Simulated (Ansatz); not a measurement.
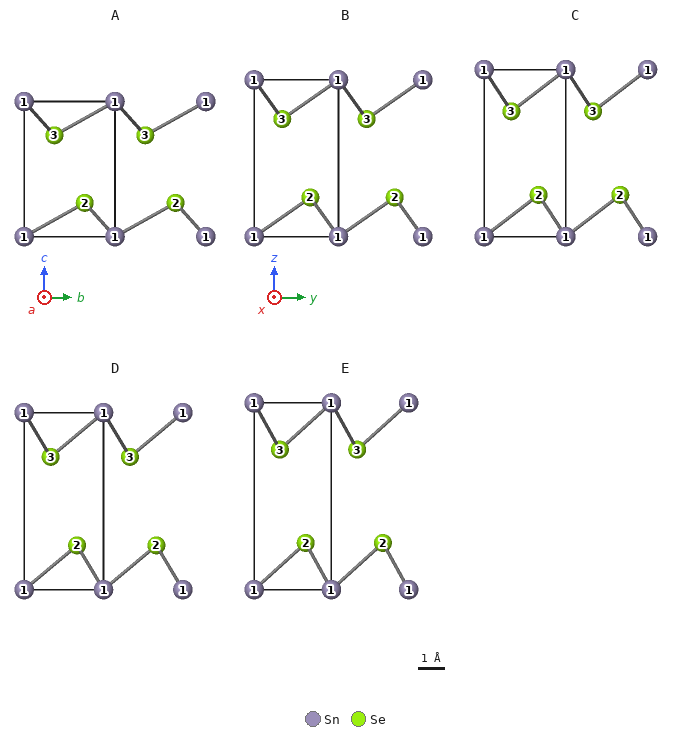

A scan of a crystal of SnSe2 (P-3m1) along one coordinate. x, y and z are the Cartesian axes of the input. The picture is a ball-and-stick view of the cell of the calculation, repeated 2 × 2 × 1 with one cell outlined, seen along the a axis.

Theory: Ansatz 0.2.0, DFT PBEsol+D3(BJ), scalar-relativistic, plane waves, PAW. Set-up: plane-wave cutoff 420 eV; k-point mesh 12 × 12 × 6; occupations gaussian; smearing width 0.05 eV; no spin polarisation. Energies (free energies at the smearing named) are counted from the cell as listed in its source, which wasn't relaxed.

Q: Which coordinate changes from frame to frame?

A: The ratio of the cell's length along z to its lengths across, counted as 1 for the reference, is changed at fixed volume (a c/a path), with the atoms kept at their fractional coordinates. In the frames the relative ratio is 0.80 (A), 1.00 (B), 1.10 (C), 1.20 (D), 1.30 (E). Their energies are 123.2 meV/atom, 0.0 meV/atom, 14.3 meV/atom, 94.8 meV/atom, 228.8 meV/atom.
